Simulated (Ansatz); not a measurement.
# Single-point calculation of MgO (part 2 of 2)

MgO (P6₃/mmc, 48 atoms in the cell); DFT PBE, scalar-relativistic, plane waves, PAW, no spin polarisation (Ansatz 0.2.0); cutoff 420 eV, 2×2×2 k-mesh, Gaussian smearing of 0.05 eV. The structure derives from a Materials Project entry.

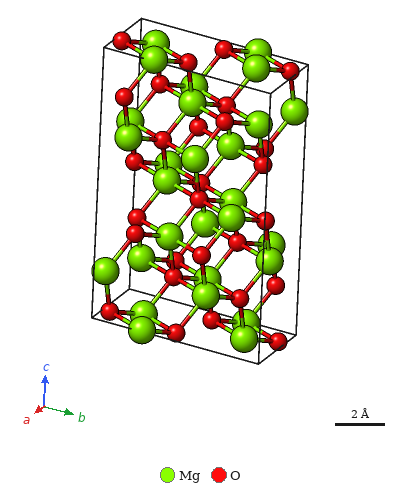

Figure 1. The structure as given in the input (ball-and-stick view of the cell of the calculation, seen slightly off an axis). An atom can appear more than once, as a periodic image.

### Log, continued
```
--- Forces (eV/Å), atoms counted from 1 ---
  atom   1  Mg    -0.00009328     0.00005386    -0.00000000
  atom   2  Mg    -0.00009328     0.00005386    -0.00000000
  atom   3  Mg    -0.00009328     0.00005386    -0.00000000
  atom   4  Mg    -0.00009328     0.00005386    -0.00000000
  atom   5  Mg    -0.00009328     0.00005386    -0.00000000
  atom   6  Mg    -0.00009328     0.00005386    -0.00000000
  atom   7  Mg    -0.00009328     0.00005386    -0.00000000
  atom   8  Mg    -0.00009328     0.00005386    -0.00000000
  atom   9  Mg    -0.00009328     0.00005386    -0.00000000
  atom  10  Mg    -0.00009328     0.00005386    -0.00000000
  atom  11  Mg    -0.00009328     0.00005386    -0.00000000
  atom  12  Mg    -0.00009328     0.00005386    -0.00000000
  atom  13  Mg     0.00009328    -0.00005386     0.00000000
  atom  14  Mg     0.00009328    -0.00005386     0.00000000
  atom  15  Mg     0.00009328    -0.00005386     0.00000000
  atom  16  Mg     0.00009328    -0.00005386     0.00000000
  atom  17  Mg     0.00009328    -0.00005386     0.00000000
  atom  18  Mg     0.00009328    -0.00005386     0.00000000
  atom  19  Mg     0.00009328    -0.00005386     0.00000000
  atom  20  Mg     0.00009328    -0.00005386     0.00000000
  atom  21  Mg     0.00009328    -0.00005386     0.00000000
  atom  22  Mg     0.00009328    -0.00005386     0.00000000
  atom  23  Mg     0.00009328    -0.00005386     0.00000000
  atom  24  Mg     0.00009328    -0.00005386     0.00000000
  atom  25  O      0.00015385    -0.00008882    -0.00000000
  atom  26  O      0.00015385    -0.00008882    -0.00000000
  atom  27  O      0.00015385    -0.00008882     0.00000000
  atom  28  O      0.00015385    -0.00008882    -0.00000000
  atom  29  O      0.00015385    -0.00008882    -0.00000000
  atom  30  O      0.00015385    -0.00008882    -0.00000000
  atom  31  O      0.00015385    -0.00008882    -0.00000000
  atom  32  O      0.00015385    -0.00008882    -0.00000000
  atom  33  O      0.00015385    -0.00008882    -0.00000000
  atom  34  O      0.00015385    -0.00008882    -0.00000000
  atom  35  O      0.00015385    -0.00008882    -0.00000000
  atom  36  O      0.00015385    -0.00008882    -0.00000000
  atom  37  O     -0.00015385     0.00008882     0.00000000
  atom  38  O     -0.00015385     0.00008882     0.00000000
  atom  39  O     -0.00015385     0.00008882     0.00000000
  atom  40  O     -0.00015385     0.00008882    -0.00000000
  atom  41  O     -0.00015385     0.00008882     0.00000000
  atom  42  O     -0.00015385     0.00008882     0.00000000
  atom  43  O     -0.00015385     0.00008882     0.00000000
  atom  44  O     -0.00015385     0.00008882     0.00000000
  atom  45  O     -0.00015385     0.00008882     0.00000000
  atom  46  O     -0.00015385     0.00008882     0.00000000
  atom  47  O     -0.00015385     0.00008882     0.00000000
  atom  48  O     -0.00015385     0.00008882     0.00000000
  max |Σ_I F_I| component: 9.83e-18 eV/Å
--- Band table (eV; the first three rows and the last of 5) ---
  k-point 0: bands = ["-66.0416", "-66.0390", "-66.0390", "-66.0367", "-66.0349", "-66.0349", "-66.0349", "-66.0349", "-66.0349", "-66.0349", "-66.0349", "-66.0349", "-66.0346", "-66.0346", "-66.0346", "-66.0346", "-66.0345", "-66.0345", "-66.0345", "-66.0345", "-66.0325", "-66.0307", "-66.0307", "-66.0291", "-32.8381", "-32.8381", "-32.8381", "-32.8381", "-32.8278", "-32.8269", "-32.8269", "-32.8269", "-32.8269", "-32.8269", "-32.8269", "-32.8269", "-32.8269", "-32.8257", "-32.8257", "-32.8222",
      "-32.8181", "-32.8170", "-32.8170", "-32.8155", "-32.8155", "-32.8143", "-32.8143", "-32.8103", "-32.8103", "-32.8103", "-32.8103", "-32.8096", "-32.8096", "-32.8030", "-32.8012", "-32.7995", "-32.7995", "-32.7995", "-32.7995", "-32.7990", "-32.7990", "-32.7990", "-32.7990", "-32.7990", "-32.7990", "-32.7990", "-32.7990", "-32.7948", "-32.7948", "-32.7884", "-32.7884", "-32.7884", "-32.7884", "-32.7834", "-32.7834", "-32.7823", "-32.7823", "-32.7819", "-32.7819", "-32.7812",
      "-32.7760", "-32.7700", "-32.7700", "-32.7700", "-32.7700", "-32.7700", "-32.7700", "-32.7700", "-32.7700", "-32.7652", "-32.7652", "-32.7652", "-32.7652", "-32.7639", "-32.7639", "-32.7521", "-10.7169", "-10.3403", "-10.3403", "-10.0007", "-9.8195", "-9.8195", "-9.8195", "-9.8195", "-9.8195", "-9.8195", "-9.8195", "-9.8195", "-9.7476", "-9.7476", "-9.7476", "-9.7476", "-9.7022", "-9.7022", "-9.7022", "-9.7022", "-9.5562", "-9.4000", "-9.4000", "-9.3215",
      "2.3461", "2.3461", "2.3461", "2.3461", "2.6006", "2.6023", "2.6023", "2.6644", "2.8363", "2.8363", "2.8363", "2.8363", "2.8363", "2.8363", "2.8363", "2.8363", "3.2040", "3.2040", "3.4218", "3.4218", "3.8604", "3.8639", "3.8639", "3.8851", "4.0347", "4.0347", "4.0347", "4.0347", "4.2557", "4.4112", "4.4112", "4.4112", "4.4112", "4.4868", "4.4870", "4.5825", "4.5825", "4.5825", "4.5825", "4.5825",
      "4.5825", "4.5825", "4.5825", "4.6848", "4.6848", "4.6849", "4.6849", "4.6849", "4.6849", "4.9246", "5.3329", "5.3329", "5.4000", "5.4000", "5.4000", "5.4000", "5.4105", "5.4106", "5.4516", "5.4516", "5.4516", "5.4516", "5.4516", "5.4516", "5.4516", "5.4516", "5.5181", "5.5181", "5.5946", "5.5946", "5.6926", "6.2127", "9.6677", "12.0615", "12.0615", "13.2242", "13.3680", "13.3680", "13.3680", "13.3680",
      "13.3680", "13.3680", "13.3680", "13.3680", "13.5175", "13.5175", "13.5605", "13.5605", "13.5605", "13.5605", "15.2596", "15.2596", "15.3240", "15.7285", "16.0992", "16.3718", "16.3718", "16.8619", "16.8619", "17.0685", "17.0685", "17.0685"]
  k-point 1: bands = ["-66.0409", "-66.0409", "-66.0367", "-66.0367", "-66.0361", "-66.0361", "-66.0350", "-66.0350", "-66.0350", "-66.0350", "-66.0347", "-66.0347", "-66.0347", "-66.0347", "-66.0347", "-66.0347", "-66.0347", "-66.0347", "-66.0330", "-66.0330", "-66.0325", "-66.0325", "-66.0295", "-66.0295", "-32.8343", "-32.8343", "-32.8343", "-32.8343", "-32.8343", "-32.8343", "-32.8343", "-32.8343", "-32.8241", "-32.8241", "-32.8241", "-32.8241", "-32.8234", "-32.8234", "-32.8234", "-32.8234",
      "-32.8233", "-32.8233", "-32.8156", "-32.8156", "-32.8153", "-32.8153", "-32.8118", "-32.8118", "-32.8115", "-32.8115", "-32.8048", "-32.8048", "-32.8032", "-32.8032", "-32.8012", "-32.8012", "-32.7997", "-32.7997", "-32.7997", "-32.7997", "-32.7997", "-32.7997", "-32.7997", "-32.7997", "-32.7977", "-32.7977", "-32.7977", "-32.7977", "-32.7977", "-32.7977", "-32.7862", "-32.7862", "-32.7827", "-32.7827", "-32.7824", "-32.7824", "-32.7820", "-32.7820", "-32.7793", "-32.7793",
      "-32.7760", "-32.7760", "-32.7724", "-32.7724", "-32.7724", "-32.7724", "-32.7665", "-32.7665", "-32.7665", "-32.7665", "-32.7665", "-32.7665", "-32.7665", "-32.7665", "-32.7552", "-32.7552", "-10.6119", "-10.6119", "-10.0127", "-10.0127", "-9.9285", "-9.9285", "-9.8576", "-9.8576", "-9.8576", "-9.8576", "-9.7418", "-9.7418", "-9.7418", "-9.7418", "-9.7418", "-9.7418", "-9.7418", "-9.7418", "-9.5998", "-9.5998", "-9.5443", "-9.5443", "-9.3358", "-9.3358",
      "2.5257", "2.5257", "2.5257", "2.5257", "2.5257", "2.5257", "2.5257", "2.5257", "2.6526", "2.6526", "2.7602", "2.7602", "2.7834", "2.7834", "2.9433", "2.9433", "2.9433", "2.9433", "3.7888", "3.7888", "3.8182", "3.8182", "3.8667", "3.8667", "4.0052", "4.0052", "4.2339", "4.2339", "4.2354", "4.2354", "4.2395", "4.2395", "4.3833", "4.3833", "4.5659", "4.5659", "4.5659", "4.5659", "4.5659", "4.5659",
      "4.5659", "4.5659", "4.7994", "4.7994", "4.8040", "4.8040", "4.8040", "4.8040", "4.9910", "4.9910", "5.0031", "5.0031", "5.2860", "5.2860", "5.2860", "5.2860", "5.4270", "5.4270", "5.4788", "5.4788", "5.4788", "5.4788", "5.4788", "5.4788", "5.4788", "5.4788", "5.4835", "5.4835", "5.5004", "5.5004", "6.0463", "6.0463", "10.5038", "10.5038", "13.1934", "13.1934", "13.1934", "13.1934", "13.2312", "13.2312",
      "13.3754", "13.3754", "13.5495", "13.5495", "13.5495", "13.5495", "13.5495", "13.5495", "13.5495", "13.5495", "15.6338", "15.6338", "15.6996", "15.6996", "15.8807", "15.8807", "16.1045", "16.1045", "16.2570", "16.2570", "17.7005", "17.7005"]
  k-point 2: bands = ["-66.0392", "-66.0392", "-66.0382", "-66.0382", "-66.0368", "-66.0368", "-66.0368", "-66.0368", "-66.0361", "-66.0361", "-66.0356", "-66.0356", "-66.0335", "-66.0335", "-66.0331", "-66.0331", "-66.0326", "-66.0326", "-66.0326", "-66.0326", "-66.0317", "-66.0317", "-66.0312", "-66.0312", "-32.8335", "-32.8335", "-32.8335", "-32.8335", "-32.8333", "-32.8333", "-32.8318", "-32.8318", "-32.8288", "-32.8288", "-32.8230", "-32.8230", "-32.8228", "-32.8228", "-32.8222", "-32.8222",
      "-32.8174", "-32.8174", "-32.8174", "-32.8174", "-32.8160", "-32.8160", "-32.8152", "-32.8152", "-32.8121", "-32.8121", "-32.8121", "-32.8121", "-32.8092", "-32.8092", "-32.8072", "-32.8072", "-32.8053", "-32.8053", "-32.8003", "-32.8003", "-32.7941", "-32.7941", "-32.7936", "-32.7936", "-32.7885", "-32.7885", "-32.7882", "-32.7882", "-32.7869", "-32.7869", "-32.7869", "-32.7869", "-32.7862", "-32.7862", "-32.7862", "-32.7862", "-32.7853", "-32.7853", "-32.7853", "-32.7853",
      "-32.7804", "-32.7804", "-32.7787", "-32.7787", "-32.7670", "-32.7670", "-32.7656", "-32.7656", "-32.7639", "-32.7639", "-32.7639", "-32.7639", "-32.7623", "-32.7623", "-32.7617", "-32.7617", "-10.4155", "-10.4155", "-10.2525", "-10.2525", "-10.0107", "-10.0107", "-10.0107", "-10.0107", "-9.9087", "-9.9087", "-9.8424", "-9.8424", "-9.6071", "-9.6071", "-9.5737", "-9.5737", "-9.5405", "-9.5405", "-9.5405", "-9.5405", "-9.5084", "-9.5084", "-9.5051", "-9.5051",
      "2.5070", "2.5070", "2.5277", "2.5277", "2.5277", "2.5277", "2.7573", "2.7573", "2.8403", "2.8403", "2.8582", "2.8582", "2.8663", "2.8663", "3.2078", "3.2078", "3.2312", "3.2312", "3.2313", "3.2313", "3.5468", "3.5468", "3.6630", "3.6630", "3.6918", "3.6918", "4.0352", "4.0352", "4.0353", "4.0353", "4.2454", "4.2454", "4.3244", "4.3244", "4.5177", "4.5177", "4.5265", "4.5265", "4.6064", "4.6064",
      "4.6226", "4.6226", "4.6227", "4.6227", "4.9287", "4.9287", "4.9417", "4.9417", "5.0009", "5.0009", "5.0444", "5.0444", "5.2717", "5.2717", "5.2718", "5.2718", "5.2923", "5.2923", "5.3471", "5.3471", "5.6036", "5.6036", "5.6466", "5.6466", "5.6865", "5.6865", "5.6865", "5.6865", "5.7385", "5.7385", "5.7724", "5.7724", "11.2500", "11.2500", "12.0091", "12.0091", "12.9550", "12.9550", "12.9551", "12.9551",
      "13.3752", "13.3752", "13.5424", "13.5424", "14.6247", "14.6247", "14.7054", "14.7054", "14.7055", "14.7055", "14.9162", "14.9162", "15.0081", "15.0081", "15.0379", "15.0379", "16.5331", "16.5331", "16.7667", "16.7667", "16.8760", "16.8760"]
  k-point 4: bands = ["-66.0390", "-66.0390", "-66.0390", "-66.0390", "-66.0367", "-66.0367", "-66.0353", "-66.0353", "-66.0349", "-66.0349", "-66.0349", "-66.0349", "-66.0346", "-66.0346", "-66.0345", "-66.0345", "-66.0345", "-66.0345", "-66.0325", "-66.0325", "-66.0307", "-66.0307", "-66.0307", "-66.0307", "-32.8384", "-32.8384", "-32.8384", "-32.8384", "-32.8381", "-32.8381", "-32.8269", "-32.8269", "-32.8269", "-32.8269", "-32.8222", "-32.8222", "-32.8181", "-32.8181", "-32.8170", "-32.8170",
      "-32.8170", "-32.8170", "-32.8155", "-32.8155", "-32.8155", "-32.8155", "-32.8143", "-32.8143", "-32.8143", "-32.8143", "-32.8045", "-32.8045", "-32.8045", "-32.8045", "-32.8030", "-32.8030", "-32.8012", "-32.8012", "-32.7996", "-32.7996", "-32.7990", "-32.7990", "-32.7990", "-32.7990", "-32.7958", "-32.7958", "-32.7958", "-32.7958", "-32.7948", "-32.7948", "-32.7948", "-32.7948", "-32.7924", "-32.7924", "-32.7819", "-32.7819", "-32.7819", "-32.7819", "-32.7811", "-32.7811",
      "-32.7760", "-32.7760", "-32.7700", "-32.7700", "-32.7700", "-32.7700", "-32.7652", "-32.7652", "-32.7639", "-32.7639", "-32.7639", "-32.7639", "-32.7623", "-32.7623", "-32.7623", "-32.7623", "-10.3403", "-10.3403", "-10.3403", "-10.3403", "-10.0073", "-10.0073", "-10.0007", "-10.0007", "-9.8195", "-9.8195", "-9.8195", "-9.8195", "-9.7022", "-9.7022", "-9.6647", "-9.6647", "-9.6647", "-9.6647", "-9.5562", "-9.5562", "-9.4000", "-9.4000", "-9.4000", "-9.4000",
      "2.3461", "2.3461", "2.6212", "2.6212", "2.6212", "2.6212", "2.6642", "2.6642", "2.8363", "2.8363", "2.8363", "2.8363", "3.2040", "3.2040", "3.2040", "3.2040", "3.4219", "3.4219", "3.4219", "3.4219", "3.7501", "3.7501", "3.7501", "3.7501", "3.7946", "3.7946", "3.8604", "3.8604", "3.8640", "3.8640", "3.8640", "3.8640", "3.8852", "3.8852", "4.2556", "4.2556", "4.5826", "4.5826", "4.5826", "4.5826",
      "4.6847", "4.6847", "4.6847", "4.6847", "4.6848", "4.6848", "4.9246", "4.9246", "4.9289", "4.9289", "4.9291", "4.9291", "5.4001", "5.4001", "5.4515", "5.4515", "5.4515", "5.4515", "5.5180", "5.5180", "5.5180", "5.5180", "5.5946", "5.5946", "5.5946", "5.5946", "5.6927", "5.6927", "5.8324", "5.8324", "5.8324", "5.8324", "12.0615", "12.0615", "12.0615", "12.0615", "12.6973", "12.6973", "13.2242", "13.2242",
      "13.3681", "13.3681", "13.3681", "13.3681", "13.5604", "13.5604", "14.3798", "14.3798", "14.3798", "14.3798", "15.3241", "15.3241", "16.0991", "16.0991", "16.3718", "16.3718", "16.3718", "16.3718", "16.8619", "16.8619", "16.8619", "16.8619"]
```

### Results in brief

- outcome: converged
- space group (tolerance 0.01 Å): P6₃/mmc (194)
- electrons treated: 384
- free energy: −59857.4074 eV
- Fermi energy: 7.940 eV
- gap on the k-point mesh: 3.46 eV
- largest force (length of the vector): under 0.001 eV/Å
- hardware: 4 threads of Arm Neoverse V1, 24 GiB of memory available, shared host
- wall time: 10 s (CPU time 39 s)
- peak memory: 2.4 GiB

### Remarks

Warnings of the run: the structure was made exactly symmetric.
